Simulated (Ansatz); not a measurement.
**Ga6N7 (cell with a defect): density, localisation and related maps**

Input file:

```
crystal:
  lattice:
    - [0.0, 0.0, 5.2431684095]
    - [4.8275562239, -2.7871908853, 0.0]
    - [-1.0e-10, 5.5743817708, 0.0]
  atoms:
    - { symbol: Ga, position: [0.4991348631, 0.3333333333, 0.3333333333] }
    - { symbol: Ga, position: [0.4991348631, 0.0, 0.6666666667] }
    - { symbol: Ga, position: [0.4991348631, 0.6666666667, 1.0] }
    - { symbol: Ga, position: [0.9991348631, 0.0, 0.3333333333] }
    - { symbol: Ga, position: [0.9991348631, 0.6666666667, 0.6666666667] }
    - { symbol: Ga, position: [0.9991348631, 0.3333333333, 1.0] }
    - { symbol: "N", position: [0.8758651369, 0.3333333333, 0.3333333333] }
    - { symbol: "N", position: [0.8758651369, 0.0, 0.6666666667] }
    - { symbol: "N", position: [0.8758651369, 0.6666666667, 1.0] }
    - { symbol: "N", position: [0.3758651369, 0.0, 0.3333333333] }
    - { symbol: "N", position: [0.3758651369, 0.6666666667, 0.6666666667] }
    - { symbol: "N", position: [0.3758651369, 0.3333333333, 1.0] }
    - { symbol: "N", position: [0.200640354, 0.002238102, -0.022425528], spin: 1.0 }
basis:
  ecutwfc: 420
  xc_grid: 2
kpoints:
  mp_grid: { grid: [3, 3, 3], shift: [0.0, 0.0, 0.0] }
hamiltonian:
  xc: pbe
scf:
  occupations: { method: gaussian, width: 0.02 }
output:
  forces: true
  stress: false
  eigenvalues: true
  populations: true
  write_density: true
  write_potential: true
  elf: true
  volumetric_format: npy
magnetization:
  spin_polarized: true
relax:
  adjacent_minimum: "off"
  f_tol: 0.02
  max_steps: 60
```

Launched as:

```sh
ansatz run input.yaml --threads 4 --pin off --max-ram 8192MiB --backend cpu --events-out ev --progress --plain --runs-dir out
```

The fields are those of the run's last geometry, not of the input's.

Spin-polarised.

Method: Ansatz 0.2.0, DFT PBE, scalar-relativistic, plane waves, PAW.

Core electrons are frozen (PAW), and the valence fields are smoothed inside the atomic spheres.

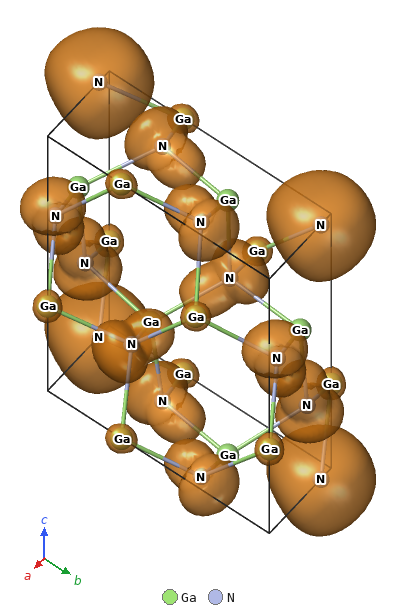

Figure 1. Isosurface of the spin density at +0.03 e/Å³ (orange), seen slightly off an axis. Sticks mark near contacts.

Q: Which atoms carry the moments, and with what signs?

A: The spin density sits on N: +1.4 μB in one cell of 13 atoms, with smaller moments on other sites: N (up to +0.18 μB): with much of the spin spread outside that site. The cell of the calculation (13 atoms) carries 3.0 μB of net spin moment.

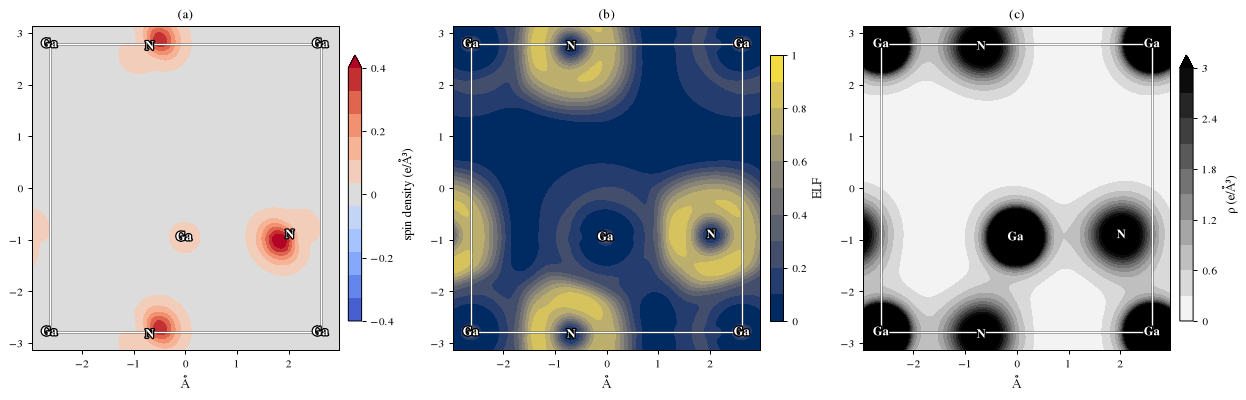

Figure 2. (a) spin density; (b) electron localisation function; (c) valence pseudo-density on the (011̄) plane of the calculation cell.

Q: Describe what can be read from this map.

A: The plane passes through Ga and N nuclei. Ga–N (1.93 Å): ρ is about 0.75 e/Å³ halfway; the ELF peaks at about 0.85 in the valence shell of N, 0.7 Å from its nucleus, and is about 0.45 at the midpoint. Ga–N (1.98 Å): ρ at the midpoint is about 0.71 e/Å³; the ELF peaks at about 0.85 in the valence shell of N, 0.7 Å from its nucleus, and is about 0.45 at the midpoint. Ga–N (2.04 Å): ρ at the midpoint is about 0.63 e/Å³; the ELF peaks at about 0.85 in the valence shell of N, 0.7 Å from its nucleus, and is about 0.40 at the midpoint. Between the atoms the lowest density in this plane is 0.03 e/Å³.

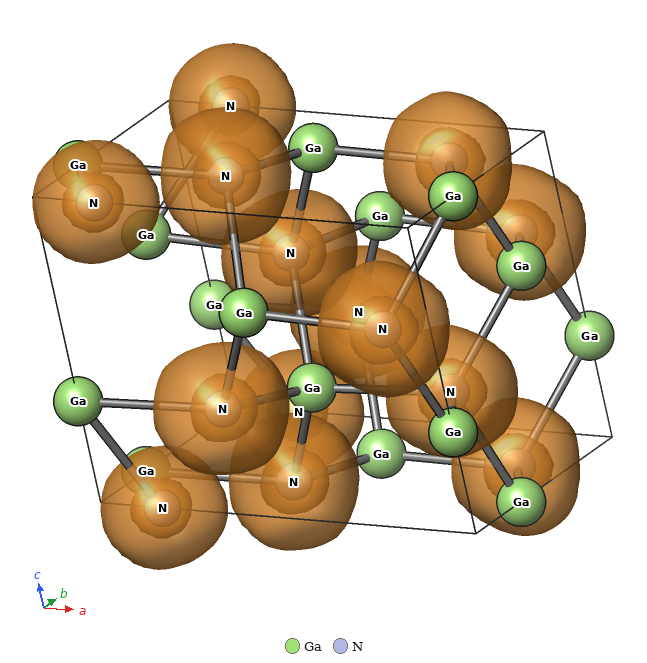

Figure 3. Isosurface of the ELF at 0.7 (orange), seen slightly off an axis. Core shells and regions of very low density are left out. Sticks mark near contacts.

Q: Where are the electrons localised?

A: The surface consists of seven regions wrapped around N (the valence shell of each), counted in one cell of 13 atoms. Any copies at cell faces, edges or corners count once. Profiles from the grid: Ga–N (1.91 Å): the ELF peaks at about 0.85 in the valence shell of N, 0.6 Å from its nucleus, and is about 0.50 at the midpoint.

Q: Does the calculation give a band gap?

A: It is gapped, with a Kohn–Sham gap of 0.50 eV on the k-point mesh, an upper bound to the gap of this method.
